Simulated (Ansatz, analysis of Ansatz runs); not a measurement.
# Mn2+ on a Ca site in CaO: hyperfine coupling against experiment

Aim: the hyperfine coupling of the Mn2+ on a Ca site in CaO, to be set beside the measurement. Set-up: HSE06 on PBE structures, 128-site cell, PBE lattice, 420 eV, k: the single point 1/4 1/4 1/4 then the zone centre alone. The model is a cell of 128 host atoms with 1 Ca taken out and 1 Mn put in. The isotropic coupling follows from the spin density at the nucleus, the nuclear g-factor and the total spin. Exact exchange opens the gap, stiffens bonds and lessens the self-interaction error, at many times the cost.

What was measured. 55Mn, isotropic, printed as −80.8 10^-4 cm^-1: -242.2 MHz at 300 K, by EPR (room temperature) (quoted in “Parallel-mode EPR spectra of the hexaaqua manganese(II) Ion in tetrahedral symmetry”, 2024, Margrete Juel Henrichsen, Jesper Bendix, Høgni Weihe, quoting earlier work (1979)).

Calculated with Ansatz 0.2.0; plane-wave PAW DFT, PBE; relaxation of all atoms of a defect supercell.

**1. The structure**

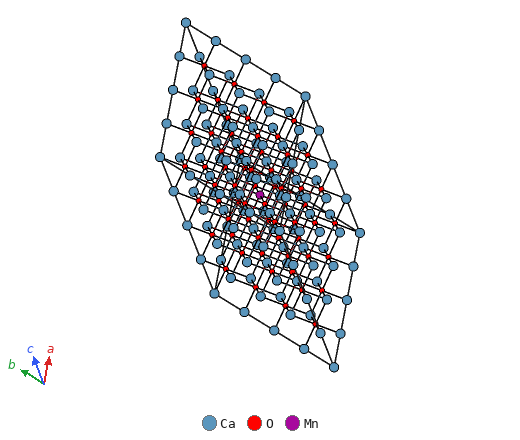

Start, viewed from a free direction; calcium blue, oxygen red, manganese purple. Bonds to atoms that aren't drawn are left out. Some periodic images of atoms are drawn too.

The cell holds 128 atoms: 63 Ca, 64 O and 1 Mn. Its edges and angles: a = 13.664 Å, b = 13.664 Å, c = 13.664 Å, α = 60.0°, β = 60.0°, γ = 60.0°. It derives from CaO (space group Fm-3m). Nearest the centre at fractional (0.500, 0.500, 0.500): Mn85 at 0.00 Å, O78 at 2.42 Å, O84 at 2.42 Å, O52 at 2.42 Å, O76 at 2.42 Å, O46 at 2.42 Å, O54 at 2.42 Å, Ca87 at 3.42 Å.

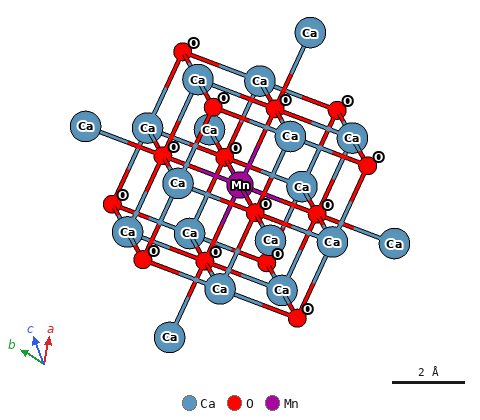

The atoms within 5 Å of the centre.

The host's primitive cell comes from a first run (plane-wave PAW DFT, PBE; relaxation of the host's cell and atoms): vectors of 3.416, 3.416 and 3.416 Å. That is 14.09 Å³ an atom. The supercell is built on it.

**2. Relaxation, charge 0**

Every later number rests on the structure around the defect, so the atoms are relaxed at the host's lattice first.

Input file relax/input.yaml:

```yaml
relax:
  f_tol: 0.02
  max_steps: 80
  escape_saddle: false
crystal:
  lattice:
    - [0.0, 9.66155723, 9.66155723]
    - [9.66155723, 0.0, 9.66155723]
    - [9.66155723, 9.66155723, 0.0]
  atoms:
    - { symbol: Ca, position: [0.0, 0.0, 0.0] }
    - { symbol: O, position: [0.125, 0.125, 0.125] }
[... 13 atom lines left out ...]
    - { symbol: O, position: [0.125, 0.375, 0.875] }
[... 5 atom lines left out ...]
    - { symbol: O, position: [0.125, 0.625, 0.625] }
[... 17 atom lines left out ...]
    - { symbol: O, position: [0.375, 0.125, 0.875] }
[... 3 atom lines left out ...]
    - { symbol: O, position: [0.375, 0.375, 0.375] }
[... 1 atom line left out ...]
    - { symbol: O, position: [0.375, 0.375, 0.625] }
    - { symbol: Ca, position: [0.25, 0.25, 0.75] }
    - { symbol: O, position: [0.375, 0.375, 0.875] }
[... 1 atom line left out ...]
    - { symbol: O, position: [0.375, 0.625, 0.125] }
[... 1 atom line left out ...]
    - { symbol: O, position: [0.375, 0.625, 0.375] }
    - { symbol: Ca, position: [0.25, 0.5, 0.5] }
    - { symbol: O, position: [0.375, 0.625, 0.625] }
    - { symbol: Ca, position: [0.25, 0.5, 0.75] }
    - { symbol: O, position: [0.375, 0.625, 0.875] }
[... 1 atom line left out ...]
    - { symbol: O, position: [0.375, 0.875, 0.125] }
    - { symbol: Ca, position: [0.25, 0.75, 0.25] }
    - { symbol: O, position: [0.375, 0.875, 0.375] }
    - { symbol: Ca, position: [0.25, 0.75, 0.5] }
    - { symbol: O, position: [0.375, 0.875, 0.625] }
    - { symbol: Ca, position: [0.25, 0.75, 0.75] }
[... 6 atom lines left out ...]
    - { symbol: O, position: [0.625, 0.125, 0.625] }
[... 5 atom lines left out ...]
    - { symbol: O, position: [0.625, 0.375, 0.375] }
    - { symbol: Ca, position: [0.5, 0.25, 0.5] }
    - { symbol: O, position: [0.625, 0.375, 0.625] }
    - { symbol: Ca, position: [0.5, 0.25, 0.75] }
    - { symbol: O, position: [0.625, 0.375, 0.875] }
[... 1 atom line left out ...]
    - { symbol: O, position: [0.625, 0.625, 0.125] }
    - { symbol: Ca, position: [0.5, 0.5, 0.25] }
    - { symbol: O, position: [0.625, 0.625, 0.375] }
    - { symbol: Mn, position: [0.5, 0.5, 0.5], spin: 5.0 }
    - { symbol: O, position: [0.625, 0.625, 0.625] }
    - { symbol: Ca, position: [0.5, 0.5, 0.75] }
[... 3 atom lines left out ...]
    - { symbol: Ca, position: [0.5, 0.75, 0.25] }
[... 1 atom line left out ...]
    - { symbol: Ca, position: [0.5, 0.75, 0.5] }
[... 6 atom lines left out ...]
    - { symbol: O, position: [0.875, 0.125, 0.375] }
[... 1 atom line left out ...]
    - { symbol: O, position: [0.875, 0.125, 0.625] }
[... 4 atom lines left out ...]
    - { symbol: Ca, position: [0.75, 0.25, 0.25] }
    - { symbol: O, position: [0.875, 0.375, 0.375] }
    - { symbol: Ca, position: [0.75, 0.25, 0.5] }
    - { symbol: O, position: [0.875, 0.375, 0.625] }
    - { symbol: Ca, position: [0.75, 0.25, 0.75] }
[... 2 atom lines left out ...]
    - { symbol: O, position: [0.875, 0.625, 0.125] }
    - { symbol: Ca, position: [0.75, 0.5, 0.25] }
    - { symbol: O, position: [0.875, 0.625, 0.375] }
    - { symbol: Ca, position: [0.75, 0.5, 0.5] }
[... 5 atom lines left out ...]
    - { symbol: Ca, position: [0.75, 0.75, 0.25] }
[... 4 atom lines left out ...]
    - { symbol: O, position: [0.875, 0.875, 0.875] }
basis:
  ecutwfc: 420
  xc_grid: 2
hamiltonian:
  xc: pbe
kpoints:
  mp_grid: { grid: [1, 1, 1], shift: [0.25, 0.25, 0.25] }
magnetization:
  spin_polarized: true
  initial_magnetization: 5
  spin_locking: { lock_magnetization: hard }
scf:
  occupations: { method: fermi_dirac, width: 0.01 }
  max_iter: 120
output:
  forces: true
checkpoint:
  write: "../relax.run"
  compress: false
  write_wavefunctions: true
  write_every: 100000
```

Launch:

```
> ansatz run input.yaml --threads 8 --pin off --max-ram 14131MiB --backend cpu --events-out ev --progress --plain --runs-dir out
```

Numbers of over 12 decimals in the logs are rounded to 6 here.

The log of the run:

```text
[... repeated set-up lines and file paths are left out, and long positions are rounded to six places ...]
Engine: ansatz 0.2.0, aarch64-unknown-linux-gnu
Pseudopotentials: kind: paw
Pseudopotential: Ca, paw, valence charge 10, recommended cutoff 420 eV (normal), Ca.paw.azcp
Pseudopotential: O, paw, valence charge 6, recommended cutoff 420 eV (normal), O.paw.azcp
Pseudopotential: Mn, paw, valence charge 15, recommended cutoff 420 eV (normal), Mn.paw.azcp
Functional definition: PBE
  parameter kappa = 0.804
  parameter beta = 0.066725
  exchange = pbe_x(kappa = kappa, mu = beta*pi^2/3)
  correlation = pbe_c(beta = beta)
Crystal: 128 atoms, lattice volume = 1803.729 Å³
Basis set: ecut = 420 eV, 35149 PW (Γ), exchange–correlation on 192×192×192 points (8 copies of the dense FFT grid, shifted against one another)
Bands: 645, of which v1, the nominal top of the filled ones, is band 515 counted from 1 (514 counted from 0)
Symmetry: 12 space group operations
k-points: 1
Non-local potential: Ca, projectors of the file, l = 0: 3, l = 1: 2, l = 2: 2
Non-local potential: O, projectors of the file, l = 0: 2, l = 1: 2, l = 2: 1
Non-local potential: Mn, projectors of the file, l = 0: 3, l = 1: 2, l = 2: 3, l = 3: 1
PAW form: soft (Blöchl's): semilocal exchange-correlation on the pseudo side does not see the compensation charge
PAW one-centre angular grid: Ca, 110 points (default); XC on 64 Gauss nodes
PAW one-centre angular grid: O, 110 points (default); XC on 64 Gauss nodes
PAW one-centre angular grid: Mn, 590 points (default); XC on 64 Gauss nodes
Initial density: superposition of atomic densities (chi_scale 0.1, normalization cell, long waves kept (reshape's long-wave potential 0.07 eV rms))
Starting moments: Σ|m| = 5 μB on 1 of 128 sites
Initial wavefunctions: pseudopotential atomic-orbital guess
Functional: x = pbe(κ = 0.804, μ = 0.219515), c = pbe(β = 0.066725)
SCF iter   1: F=—  HF=-154933.488277 eV  |F-HF|=—  |Δ(HF+E_count)|=         —  Δρ=5.25e-2 (↑5.10e-2 ↓5.25e-2)  dr2=1.80e2  dr2_m=1.39e-1  M=5.000 μB ∫|m|=5.018 μB  β_m=0.30  ethr=3.10e-3  ⟨swp⟩=7.0  Hψ=5538  notcnv=0  defer=172
preconditioner: auto → Resta (q_TF=auto, 2.485 Å⁻¹)  ε∞=3.5  [insulator: Δε(μ)=1.529 eV  Ē_g=16.610 eV  σ=0.010 eV  W_gap=1.00  n_scr=458 (ndim 8)  ℏωp=26.2 eV  f_vac=0.000  D(μ)=0.00/eV (n_scr^D=0)  ε∞_Penn≈3.5]
spin=Collinear: Resta preconditioning applied to the charge; magnetization (m = ρ↑ − ρ↓) channel mixes plain (no charge-response kernel on spin).
SCF iter   2: F=—  HF=-154896.873994 eV  |F-HF|=—  |Δ(HF+E_count)|=    3.66e1  Δρ=1.86e-2 (↑1.85e-2 ↓1.86e-2)  dr2=2.83e1  dr2_m=5.89e-2  M=5.000 μB ∫|m|=5.037 μB  β_m=0.35  ethr=3.10e-3  ⟨swp⟩=3.0  Hψ=2540  notcnv=0  defer=243
SCF iter   3: F=—  HF=-154892.241008 eV  |F-HF|=—  |Δ(HF+E_count)|=    4.63e0  Δρ=1.10e-2 (↑1.08e-2 ↓1.10e-2)  dr2=9.98e0  dr2_m=2.97e-2  M=5.000 μB ∫|m|=5.019 μB  β_m=0.59  ethr=2.75e-3  ⟨swp⟩=3.5  Hψ=2297  notcnv=0  defer=246
SCF iter   4: F=—  HF=-154892.158306 eV  |F-HF|=—  |Δ(HF+E_count)|=   8.27e-2  Δρ=4.43e-3 (↑4.43e-3 ↓3.94e-3)  dr2=9.73e-1  dr2_m=9.52e-3  M=5.000 μB ∫|m|=5.048 μB  β_m=0.62  ethr=9.70e-4  ⟨swp⟩=3.0  Hψ=2306  notcnv=0  defer=249
SCF iter   5: F=—  HF=-154892.320394 eV  |F-HF|=—  |Δ(HF+E_count)|=   1.62e-1  Δρ=2.05e-3 (↑1.97e-3 ↓2.05e-3)  dr2=2.73e-1  dr2_m=2.79e-4  M=5.000 μB ∫|m|=5.059 μB  β_m=0.62  ethr=9.45e-5  ⟨swp⟩=5.0  Hψ=2320  notcnv=0  defer=248
SCF iter   6: F=—  HF=-154892.376939 eV  |F-HF|=—  |Δ(HF+E_count)|=   5.65e-2  Δρ=3.43e-4 (↑3.28e-4 ↓3.43e-4)  dr2=6.16e-3  dr2_m=1.96e-4  M=5.000 μB ∫|m|=5.059 μB  β_m=0.81  ethr=2.65e-5  ⟨swp⟩=3.5  Hψ=2090  notcnv=0  defer=248
SCF iter   7: F=—  HF=-154892.384917 eV  |F-HF|=—  |Δ(HF+E_count)|=   7.98e-3  Δρ=1.06e-4 (↑1.06e-4 ↓9.37e-5)  dr2=4.30e-4  dr2_m=2.47e-6  M=5.000 μB ∫|m|=5.059 μB  β_m=0.83  ethr=5.99e-7  ⟨swp⟩=2.0  Hψ=2327  notcnv=0  defer=248
SCF iter   8: F=—  HF=-154892.385410 eV  |F-HF|=—  |Δ(HF+E_count)|=   4.93e-4  Δρ=8.78e-5 (↑8.78e-5 ↓6.89e-5)  dr2=3.39e-4  dr2_m=5.95e-6  M=5.000 μB ∫|m|=5.058 μB  β_m=0.66  ethr=4.18e-8  ⟨swp⟩=2.0  Hψ=2077  notcnv=0  defer=248
SCF iter   9: F=-154892.385354 eV  HF=-154892.385347 eV  |F-HF|=7.41e-6  |Δ(HF+E_count)|=   6.27e-5  Δρ=1.32e-5 (↑1.32e-5 ↓1.23e-5)  dr2=6.47e-6  dr2_m=2.02e-7  M=5.000 μB ∫|m|=5.058 μB  ethr=9.72e-10  ⟨swp⟩=2.0  Hψ=3690  notcnv=0
SCF 1 converged in 9 iterations: F = -154892.385354 eV  dr2 = 6.47e-6
  greatest PAW one-centre occupation: 1.004 electrons in one spin orbital (limit 2), on the Mn atom at site 84 (counted from 0), in its partial waves of l = 1
relax step   1: F+E_penalty+E_count = -154892.38535443 eV  Δ(F+E_penalty+E_count) = +0.000e0 eV  max|allowed force component| = 3.184e-1 eV/Å  Δτ_max = 0.0000 Å  (9 SCF iters, dr2 threshold 1.00e-5 eV, accepted)
[... the SCF cycles and remarks between the steps are left out from here to the last step ...]
relax step   2: F+E_penalty+E_count = -154892.43087649 eV  Δ(F+E_penalty+E_count) = -4.552e-2 eV  max|allowed force component| = 2.521e-1 eV/Å  Δτ_max = 0.0577 Å  (7 SCF iters, dr2 threshold 6.33e-6 eV, accepted)
relax step   3: F+E_penalty+E_count = -154892.47039519 eV  Δ(F+E_penalty+E_count) = -3.952e-2 eV  max|allowed force component| = 8.469e-2 eV/Å  Δτ_max = 0.0206 Å  (6 SCF iters, dr2 threshold 3.97e-6 eV, accepted)
relax step   4: F+E_penalty+E_count = -154892.47462248 eV  Δ(F+E_penalty+E_count) = -4.227e-3 eV  max|allowed force component| = 3.029e-2 eV/Å  Δτ_max = 0.0076 Å  (5 SCF iters, dr2 threshold 8.10e-7 eV, accepted)
SCF iter   1: F=—  HF=-154892.479846 eV  |F-HF|=—  |Δ(HF+E_count)|=         —  Δρ=1.39e-4 (↑1.35e-4 ↓1.39e-4)  dr2=2.39e-3  dr2_m=4.23e-6  M=5.000 μB ∫|m|=5.058 μB  β_m=0.30  ethr=1.80e-6  ⟨swp⟩=6.0  Hψ=3210  notcnv=0  defer=248
SCF iter   2: F=—  HF=-154892.479455 eV  |F-HF|=—  |Δ(HF+E_count)|=   3.92e-4  Δρ=9.10e-5 (↑8.86e-5 ↓9.10e-5)  dr2=9.93e-4  dr2_m=2.50e-6  M=5.000 μB ∫|m|=5.057 μB  β_m=0.56  ethr=2.32e-7  ⟨swp⟩=1.0  Hψ=1484  notcnv=0  defer=248
SCF iter   3: F=—  HF=-154892.479092 eV  |F-HF|=—  |Δ(HF+E_count)|=   3.63e-4  Δρ=2.51e-5 (↑2.51e-5 ↓2.29e-5)  dr2=5.00e-5  dr2_m=4.18e-7  M=5.000 μB ∫|m|=5.057 μB  β_m=0.56  ethr=9.65e-8  ⟨swp⟩=2.0  Hψ=1933  notcnv=0  defer=248
SCF iter   4: F=—  HF=-154892.476157 eV  |F-HF|=—  |Δ(HF+E_count)|=   2.93e-3  Δρ=8.48e-6 (↑8.48e-6 ↓8.38e-6)  dr2=4.66e-6  dr2_m=3.15e-8  M=5.000 μB ∫|m|=5.057 μB  β_m=0.60  ethr=4.86e-9  ⟨swp⟩=2.0  Hψ=2071  notcnv=0  defer=248
SCF iter   5: F=—  HF=-154892.476157 eV  |F-HF|=—  |Δ(HF+E_count)|=   3.54e-7  Δρ=3.49e-6 (↑3.39e-6 ↓3.49e-6)  dr2=6.75e-7  dr2_m=4.51e-9  M=5.000 μB ∫|m|=5.057 μB  β_m=0.66  ethr=4.53e-10  ⟨swp⟩=2.0  Hψ=1799  notcnv=0  defer=248
SCF iter   6: F=—  HF=-154892.476157 eV  |F-HF|=—  |Δ(HF+E_count)|=   1.34e-7  Δρ=1.78e-6 (↑1.78e-6 ↓1.33e-6)  dr2=1.23e-7  dr2_m=2.30e-9  M=5.000 μB ∫|m|=5.057 μB  β_m=0.62  ethr=9.72e-12  ⟨swp⟩=3.5  Hψ=3361  notcnv=0
SCF iter   7: F=-154892.476157 eV  HF=-154892.476157 eV  |F-HF|=5.85e-9  |Δ(HF+E_count)|=   1.31e-8  Δρ=4.23e-7 (↑4.23e-7 ↓3.79e-7)  dr2=7.98e-9  dr2_m=3.75e-10  M=5.000 μB ∫|m|=5.057 μB  ethr=9.72e-12  ⟨swp⟩=3.0  Hψ=3356  notcnv=0
SCF 5 converged in 7 iterations: F = -154892.476157 eV  dr2 = 7.98e-9
relax step   5: F+E_penalty+E_count = -154892.47615685 eV  Δ(F+E_penalty+E_count) = -1.534e-3 eV  max|allowed force component| = 1.627e-3 eV/Å  Δτ_max = 0.0057 Å  (7 SCF iters, accepted)
NSCF: frozen V_eff on 1 k-points
the band table was solved once a step of the walk had ended and its energy, with any forces and stress, was formed, with the checks that follow a solve (4914 applications of the Hamiltonian). They found nothing against the state; [...]
SCF converged after 7 iterations
Stability checked in part: among states of this total moment the steps that led to this state did not find it unstable. No probe was made; neither looks for a lower state of another moment (fixed_total_moment; see scf.lower_state_search)
Magnetization: 5.0000 μB (517.0000 up, 512.0000 down)
Absolute magnetization: 5.0591 μB (∫|ρ↑−ρ↓|, with the PAW one-centre terms)
Spin contamination: 0.0073 ħ² per cell (⟨S²⟩ above its minimum at these occupations)
Per-site moments (μB) at R_I (Å): [(0.000110929, 0.997376), (1.2615924191587141e-5, 0.996098), (3.5097265404667325e-5, 0.996086), [... 125 left out ...]
Free energy (F): -154892.476157 eV
Harris-Foulkes:  -154892.476157 eV  (|F-HF|=5.85e-9)
Internal energy: -154892.476157 eV  (E = F + TS)
E sigma→0 (E₀):  -154892.476157 eV
Fermi energy:    9.968126 (↑ 10.080324, ↓ 9.297142) eV
--- Per-component energies (eV) ---
  E_band       = -6868.225743
  E_kinetic    = 29175.066303
  E_local      = -59551.341790  (includes V_loc(G=0)·N_el)
  E_nonlocal   = 7322.716230
  E_hartree    = 19979.473030
  E_xc         = -13611.867788
  E_vxc        = -17128.016288  (∫ρ·V_xc dr)
  E_paw        = -65489.318916  (= ΣΔE_a)
  E_vpaw       = -6645.749019  (= ΣTr[D̂ρ^β])
  E_aug_tail   = 0.152865  (compensation charges beyond the density's cutoff)
  E_ewald      = -72717.356091
  E_smearing   = -0.000000  (= −TS)
  E_closure    = 0.000000  (closes the sum)
  Σ components = -154892.476157   (vs F -154892.476157, Δ=0.00e0)
--- Forces (eV/Å), atoms counted from 1 ---
  atom   1  Ca     0.00000000    -0.00000000     0.00000000
  atom   2  O      0.00056438     0.00056438     0.00056438
  [... 43 atoms left out ...]
  atom  46  O      0.00000188     0.00000188     0.00162663
  [... 5 atoms left out ...]
  atom  52  O      0.00000188     0.00162663     0.00000188
  atom  53  Ca    -0.00003224    -0.00018214    -0.00018214
  atom  54  O     -0.00162663    -0.00000188    -0.00000188
  [... 21 atoms left out ...]
  atom  76  O      0.00162663     0.00000188     0.00000188
  atom  77  Ca    -0.00018214    -0.00003224    -0.00018214
  atom  78  O     -0.00000188    -0.00162663    -0.00000188
  atom  79  Ca    -0.00000000     0.00006222    -0.00006222
  [... 4 atoms left out ...]
  atom  84  O     -0.00000188    -0.00000188    -0.00162663
  atom  85  Mn     0.00000000    -0.00000000     0.00000000
  [... 43 atoms left out ...]
  max |Σ_I F_I| component: 2.17e-18 eV/Å
--- Band table (eV) ---
  k-point 0 ↑: bands = ["-71.7779", "-40.5334", "-40.5325", "-40.5325", [... 637 left out ...] "15.1206", "15.1244", "15.1244", "15.1342"]
  k-point 0 ↓: bands = ["-66.8876", "-35.7367", "-35.7355", "-35.7355", [... 637 left out ...] "15.1272", "15.1359", "15.1376", "15.1376"]
--- Relaxed structure (5 steps of the walk, 5 accepted, 0 SCFs on fresh bases) ---
  F+E_penalty+E_count = -154892.47615685 eV   max|allowed force component| = 1.627e-3 eV/Å
  atoms:
    - { symbol: Ca, position: [0, 0, 0] }
    - { symbol: O, position: [0.124968, 0.124968, 0.124968] }
    [... 43 atoms left out ...]
    - { symbol: O, position: [0.377846, 0.377846, 0.622149] }
    [... 5 atoms left out ...]
    - { symbol: O, position: [0.377846, 0.622149, 0.377846] }
    - { symbol: Ca, position: [0.252176, 0.499999, 0.499999] }
    - { symbol: O, position: [0.377851, 0.622154, 0.622154] }
    [... 21 atoms left out ...]
    - { symbol: O, position: [0.622149, 0.377846, 0.377846] }
    - { symbol: Ca, position: [0.499999, 0.252176, 0.499999] }
    - { symbol: O, position: [0.622154, 0.377851, 0.622154] }
    - { symbol: Ca, position: [0.5, 0.252171, 0.747829] }
    [... 4 atoms left out ...]
    - { symbol: O, position: [0.622154, 0.622154, 0.377851] }
    - { symbol: Mn, position: [0.5, 0.5, 0.5] }
    [... 43 atoms left out ...]
```

It took 4 min on 8 threads of Arm Neoverse V1, shared host; peak memory 9.7 GiB.

(Part 1 of 2 ends here.)

[Logs are printed without paths, hosts, clocks, repeated set-up lines and the standing remarks that a program may print on its own settings, such as how far it seeks lower states.]

[Hosts, paths, dates, database ids (printed as entryN), source tags and the programs' standing remarks are cut or masked in the printed files.]

[For some hosts the program warned that the k-mesh of the response run may be too coarse for force constants and the static dielectric constant; such warnings are not shown here.]
